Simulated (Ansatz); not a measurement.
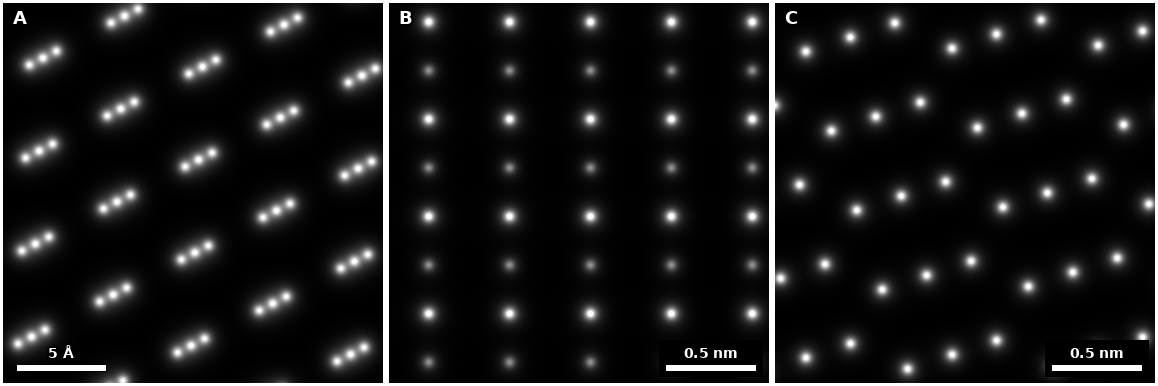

Three views of Cs (P6/mmm, No. 191) along different zone axes. Computed as the sum of neutral-atom potentials (tabulated electron scattering factors, B = 0.8 Å²) projected along the beam and smoothed by 0.25 Å; brighter is more positive. Model: the end point of a relaxation with DFT, RPBE, plane waves (420 eV) with PAW, scalar-relativistic (Ansatz); the starting structure was generated, so it need not be a known form of this composition.

```xyz
3
Lattice="9.1268 0.0000 0.0000 -4.5634 7.9040 0.0000 0.0000 0.0000 5.4855" Properties=species:S:1:pos:R:3 pbc="T T T"
Cs    0.0000    0.0000    0.0000
Cs    0.0000    5.2694    2.7428
Cs    4.5634    2.6347    2.7428
```

**Match the panels to the zone axes [101], [210] and [211].**

A is [211]: projected cell 5.18 × 5.25 Å, 120°, plane group c2mm. B is [210]: projected cell 4.56 × 5.49 Å, 90°, plane group p2mm. C is [101]: projected cell 4.70 × 8.25 Å, 107°, plane group c2mm.
